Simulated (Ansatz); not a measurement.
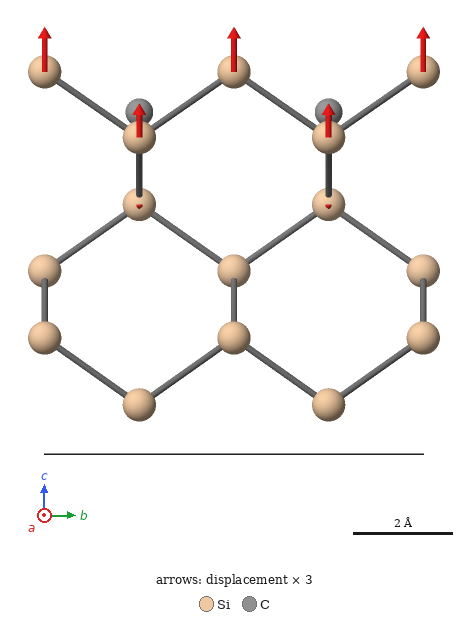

This is a constrained relaxation of a slab of composition Si₆C (cut from the Fd-3m phase). The starting structure is drawn; red arrows show the displacements, 3 times their true length.

The picture is a ball-and-stick view of the 2 × 2 repeat of the cell, outlined in the plane, without the vacuum, seen along the a axis.

Case: C put at a hollow Si-Si site. The slab is the (1 0 0) face of Si with C on it. 3 atoms are held fixed.

The calculation used Ansatz, DFT PBEsol, scalar-relativistic, plane waves, PAW.

Input
```yaml
crystal:
  lattice:
    - [3.8417168285, 0.0, 0.0]
    - [0.0, 3.8417168285, 0.0]
    - [0.0, 0.0, 25.7912600521]
  atoms:
    - { symbol: Si, position: [0.0, 0.5, 0.3295690084] }
    - { symbol: Si, position: [0.0, 0.0, 0.3822322752] }
    - { symbol: Si, position: [0.5, 0.0, 0.4348955421] }
    - { symbol: Si, position: [0.5, 0.5, 0.4872505114] }
    - { symbol: Si, position: [0.0, 0.5, 0.5400001596] }
    - { symbol: Si, position: [0.0, 0.0, 0.5916358883] }
    - { symbol: C, position: [0.5, 0.5, 0.5598421722], spin: 2.0 }
basis:
  ecutwfc: 420
kpoints:
  mp_grid: { grid: [8, 8, 1] }
hamiltonian:
  xc: pbesol
scf:
  occupations: { method: gaussian, width: 0.05 }
output:
  forces: true
  eigenvalues: true
  populations: true
  write_density: true
  write_potential: true
  elf: true
  volumetric_format: npy
magnetization:
  spin_polarized: true
relax:
  adjacent_minimum: "off"
  f_tol: 0.03
  max_steps: 70
  constraints: [{ sites: [0, 1, 2] }]
efield:
  axis: 3
  dipole_correction: true
  ramp_width: 0.04
```

Run as
```bash
ansatz run input.yaml --threads 1 --pin off --max-ram 2560MiB --backend cpu --events-out ev --progress --plain --runs-dir out
```

**What happened in the run?**

Si6 moves most: 0.31 Å along the normal (+c). Largest moves by element: Si 0.31 Å, C 0.02 Å. The cell stays as it was. Near-neighbour distances that change, for instance: Si4–Si5 2.354 → 2.516 Å, Si4–C7 1.872 → 1.925 Å, Si5–C7 1.988 → 1.944 Å, Si5–Si6 2.337 → 2.381 Å. Among the angles between lasting bonds that change: C7–Si5–C7 150.2° → 162.3°, Si5–C7–Si5 150.2° → 162.3°, Si4–Si5–C7 159.6° → 148.6°. The energy falls by 0.208 eV per cell of the calculation in 4 geometry steps. The largest force component goes from 1.8 to 0.026 eV/Å. The program noted that the starting moments weren't kept. Cost: 2.3 min on 1 thread of AMD EPYC 9R45 96-Core Processor (Zen 5), on a shared host, peak memory 0.8 GiB.

Limits of the set-up: the periodic images lie only 3.8 Å apart, so the values are limited by the cell's size.
